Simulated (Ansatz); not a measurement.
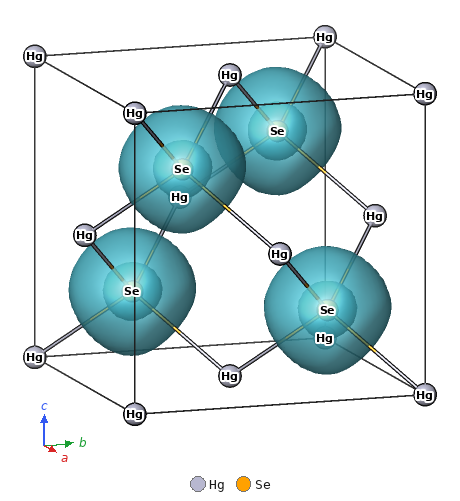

HgSe. Isosurface of the electron localisation function at 0.65 (cyan), seen slightly off an axis. Only the valence region is drawn (cores and ρ < 0.01 e/Å³ removed). Sticks mark near contacts.

Space group F-43m; computed pressure about 8 GPa in this cell.

Level of theory: Ansatz, Kohn-Sham DFT of a periodic cell, HSE06, Ansatz PAW.

In a PAW calculation such maps are meaningful between the atoms, not at the nuclei.

```yaml
crystal:
  lattice:
    - [5.95392, 0.00000, 0.00000]
    - [0.00000, 0.00000, -5.95392]
    - [0.00000, 5.95392, 0.00000]
  atoms:
    - { symbol: Hg, position: [0.50000, 0.50000, 0.00000] }
    - { symbol: Hg, position: [0.00000, 0.50000, 0.50000] }
    - { symbol: Hg, position: [0.00000, 0.00000, 0.00000] }
    - { symbol: Hg, position: [0.50000, 0.00000, 0.50000] }
    - { symbol: Se, position: [0.75000, 0.75000, 0.25000] }
    - { symbol: Se, position: [0.25000, 0.75000, 0.75000] }
    - { symbol: Se, position: [0.25000, 0.25000, 0.25000] }
    - { symbol: Se, position: [0.75000, 0.25000, 0.75000] }
```

Q: Describe the localisation domains.

A: The ELF exceeds this value in four regions wrapped around Se (the valence shell of each), counted in one cell of 8 atoms. Regions shared between cells count once.

Values along the shortest contacts:
Hg–Se (2.58 Å): the ELF is about 0.35 at the midpoint and 0.20 at its lowest between the atoms.

Q: Does the calculation make it a metal, or give it a gap?

A: It is gapless in this calculation (a metal or semimetal).
